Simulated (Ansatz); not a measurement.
# Si$_{9}$O$_{17}$ (cell charge +1, with a compensating background) (cell with a defect): what the fields show

Input

```
crystal:
  lattice:
    - [5.0184321386, 0.0, -5.5095000335]
    - [-2.5092160693, -4.3460897192, -5.5095000335]
    - [-2.5092160693, 4.3460897192, -5.5095000335]
  atoms:
    - { symbol: Si, position: [0.0661867208, 0.0487870275, 0.5496853664] }
    - { symbol: Si, position: [0.7340313238, 0.7440286084, 0.2165296331] }
    - { symbol: Si, position: [0.3821810266, 0.3449356982, 0.9052511289], spin: 0.5 }
    - { symbol: Si, position: [0.5081313373, 1.0060136943, 0.5043744072] }
    - { symbol: Si, position: [0.182920324, 0.658791773, 0.1627395357] }
    - { symbol: Si, position: [0.8302608204, 0.3187761367, 0.83219073] }
    - { symbol: Si, position: [0.4311437507, 0.9899978643, 0.9560043099], spin: 0.5 }
    - { symbol: Si, position: [0.0951738697, 0.5985565764, 0.6170660458] }
    - { symbol: Si, position: [0.770357579, 0.294843077, 0.2780290771] }
    - { symbol: O, position: [0.0401256342, 0.8267499275, 0.6210299004] }
    - { symbol: O, position: [0.6995954724, 0.5257849068, 0.2735869552] }
    - { symbol: O, position: [0.4965755838, 0.9560536202, 0.7353856927] }
    - { symbol: O, position: [0.1751166334, 0.5760925914, 0.3940255241] }
    - { symbol: O, position: [0.8406339975, 0.2621760347, 0.0584431643] }
    - { symbol: O, position: [0.6139597451, 0.345228113, 0.8068947511] }
    - { symbol: O, position: [0.2966608446, 0.0442042648, 0.4611768066] }
    - { symbol: O, position: [0.9649426092, 0.7331445834, 0.1247421215] }
    - { symbol: O, position: [0.5831491034, 0.2046193613, 0.3976904297] }
    - { symbol: O, position: [0.2734301608, 0.8510923063, 0.079374142] }
    - { symbol: O, position: [0.8955444295, 0.522958254, 0.7207712273] }
    - { symbol: O, position: [0.9837325664, 0.1421687964, 0.7382028878] }
    - { symbol: O, position: [0.6577242031, 0.8246408974, 0.4141929693] }
    - { symbol: O, position: [0.3046675214, 0.4726923948, 0.0660204267] }
    - { symbol: O, position: [0.9534788629, 0.1830015255, 0.3793042894] }
    - { symbol: O, position: [0.6193244861, 0.8938719668, 0.0531212648] }
    - { symbol: O, position: [0.2636147057, 0.4621513659, 0.731593344] }
  host:
    lattice:
      - [5.0184321386, 0.0, 0.0]
      - [-2.5092160693, 4.3460897192, 0.0]
      - [0.0, 0.0, 5.5095000335]
    atoms:
      - { symbol: Si, position: [0.0, 0.4764209197, 0.3333333333] }
      - { symbol: Si, position: [0.5235790803, 0.5235790803, 0.0] }
      - { symbol: Si, position: [0.4764209197, 0.0, 0.6666666667] }
      - { symbol: O, position: [0.1583702968, 0.7439649916, 0.5389839618] }
      - { symbol: O, position: [0.5855946947, 0.8416297032, 0.8723172951] }
      - { symbol: O, position: [0.2560350084, 0.4144053053, 0.2056506284] }
      - { symbol: O, position: [0.4144053053, 0.2560350084, 0.7943493716] }
      - { symbol: O, position: [0.8416297032, 0.5855946947, 0.1276827049] }
      - { symbol: O, position: [0.7439649916, 0.1583702968, 0.4610160382] }
total_charge: 1
basis:
  ecutwfc: 420
  xc_grid: 2
kpoints:
  mp_grid: { grid: [2, 2, 2], shift: [0.5, 0.5, 0.5] }
hamiltonian:
  xc: pbe
scf:
  occupations: { method: gaussian, width: 0.01 }
output:
  forces: true
  stress: false
  eigenvalues: true
  populations: true
  charged_corrections:
    defect_position: [0.34459721, 0.18622692, 0.93019191]
    epsilon: [[4.5616, 0.0, 0.0], [0.0, 4.5616, 0.0], [0.0, 0.0, 4.791]]
  write_density: true
  write_potential: true
  elf: true
  volumetric_format: npy
magnetization:
  spin_polarized: true
relax:
  adjacent_minimum: "off"
  f_tol: 0.025
  max_steps: 45
```

Command:

```sh
ansatz run input.yaml --threads 4 --pin off --max-ram 10240MiB --backend cpu --events-out ev --progress --plain --runs-dir out
```

The fields are those of the run's last geometry, not of the input's.

Spin-polarised.

These are results of Ansatz, DFT PBE, scalar-relativistic, plane waves, PAW, not measurements.

In a PAW calculation such maps are meaningful between the atoms, not at the nuclei.

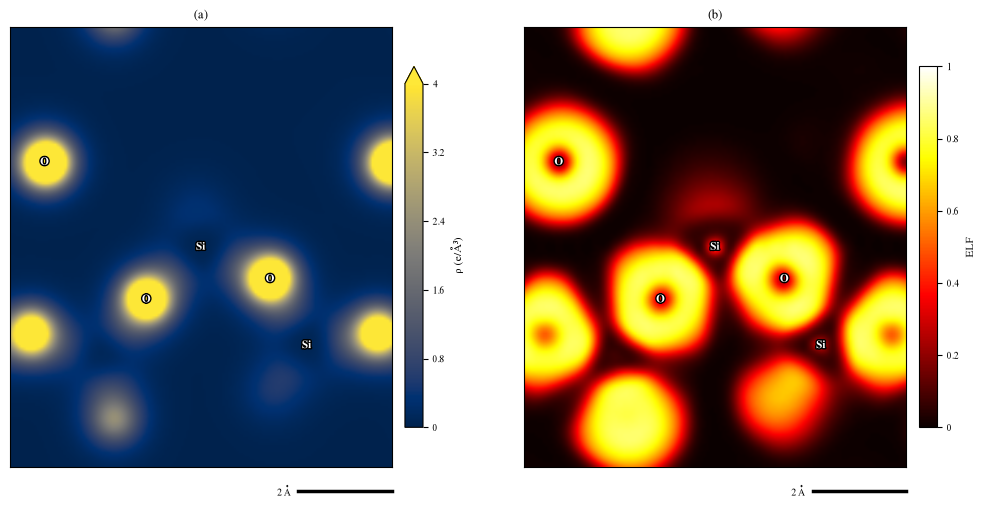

Figure 1. (a) valence pseudo-density; (b) electron localisation function on the (110) plane of the calculation cell.

Interpret the plot.

Answer.
- The plane passes through Si and O nuclei.
- Atoms just off the plane (Si, 0.3 Å away and O, 0.3 Å away) can leave unmarked features too.
- Si–O (1.62 Å): the density is about 1.2 e/Å³ at the midpoint; the ELF peaks at about 0.85 between the atoms; a short, strongly polar bond.
- Si–O (1.63 Å): ρ at the midpoint is about 1.2 e/Å³; the ELF peaks at about 0.85 between the atoms, as expected for a polar covalent bond.
- Between the atoms the lowest density in this plane is 0.005 e/Å³.
- The ELF also peaks beside O, away from the bonds: lone-pair regions.

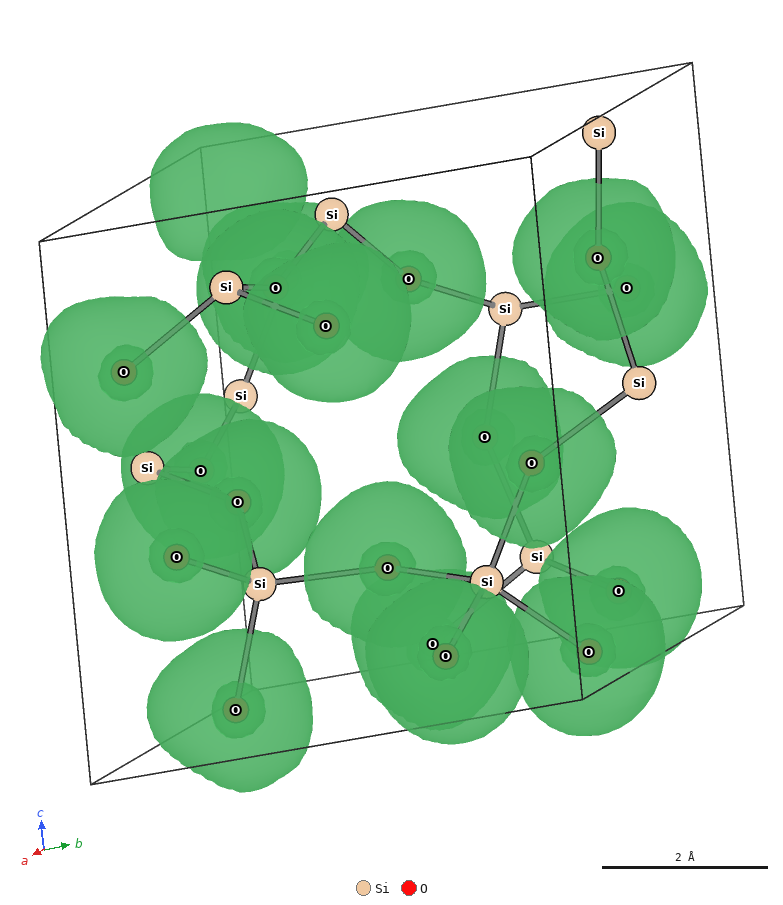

Figure 2. Isosurface of the ELF at 0.65 (green), seen slightly off an axis. Core shells and regions of very low density are left out. Sticks mark near contacts.

What do the ELF domains correspond to?

Answer. At this value the surface marks out 17 regions on O in which the atom's valence shell and bonds are merged and one pocket between the atoms, centred on no nucleus (multi-centre or interstitial), counted in one cell of 26 atoms. Any copies at cell faces, edges or corners count once. Profiles from the grid: Si–O (1.59 Å): the ELF peaks at about 0.85 between the atoms: a short, strongly polar bond.

Does the calculation make it a metal, or give it a gap?

Answer. It is gapped, with a Kohn–Sham gap of 1.4 eV on the k-point mesh, an upper bound to the gap of this method.
